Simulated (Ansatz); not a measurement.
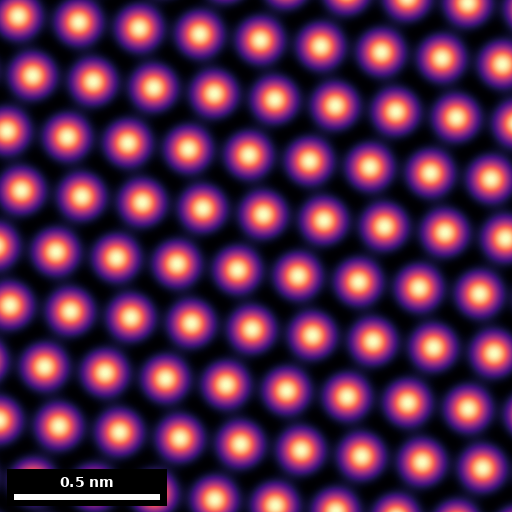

Z-contrast image of Ni (P6_3/mmc, No. 194). The image is simulated as a sum over atoms of Z^1.7, blurred by a 1.08 Å probe (no channelling). Model: the input geometry of an electronic-structure calculation (not necessarily at equilibrium); the starting structure was generated, so it need not be a known form of this composition.

```cif
data_structure
_symmetry_space_group_name_H-M 'P6_3/mmc'
_symmetry_Int_Tables_number 194
_cell_length_a 2.4174
_cell_length_b 2.4174
_cell_length_c 3.9728
_cell_angle_alpha 90.000
_cell_angle_beta 90.000
_cell_angle_gamma 120.000
_cell_volume 20.11
loop_
_atom_site_label
_atom_site_type_symbol
_atom_site_symmetry_multiplicity
_atom_site_Wyckoff_symbol
_atom_site_fract_x
_atom_site_fract_y
_atom_site_fract_z
_atom_site_occupancy
Ni1 Ni 2 c 0.33333 0.66667 0.25000 1
```

### Which beam direction gives this image, [102], [100], [101] or [001]? (Directions equivalent by symmetry count as one.)

[100]. The projected cells are 1.16 × 2.09 Å, 90° for [102]; 2.09 × 3.97 Å, 90° for [100]; 2.07 × 2.33 Å, 116° for [101]; 2.42 × 2.42 Å, 120° for [001], and the image repeats as the [100] one does.
